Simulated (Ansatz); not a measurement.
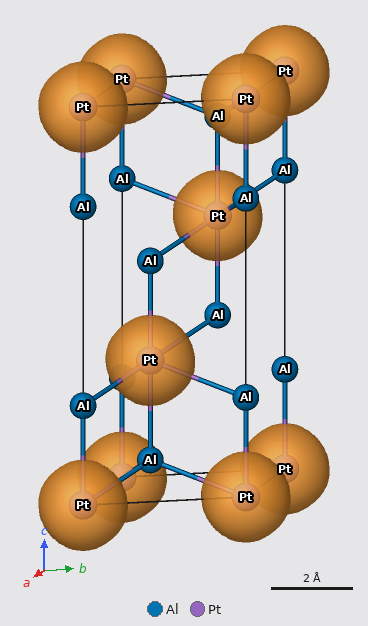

Figure 1: Al$_{2}$Pt. Isosurface of the valence electron density at 0.6 e/Å³ (orange), seen slightly off an axis. Sticks mark near contacts.

Space group R-3m; changed on purpose from its base cell (equal xy, yz and zx shear strains of -2 %, PAW files); computed pressure about −4 GPa in this cell.

All numbers below come from Ansatz 0.2.0, DFT, LDA, PAW with Ansatz's default frozen-core files, scalar-relativistic.

The density is the valence pseudo-density of a PAW calculation; it isn't the true density close to the nuclei.

Q: Which contacts does the surface bridge?

A: At this value the density breaks into separate islands; it holds about 60 % of the electrons treated as valence (semicore included). It bridges none of the near contacts. It is pinched off along the sampled Al–Pt (2.51 Å) and Al–Pt (2.58 Å) contacts. On the grid the lowest density along these lines, outside the cores, is 0.33 e/Å³ (Al–Pt, 2.51 Å) and 0.3 e/Å³ (Al–Pt, 2.58 Å).
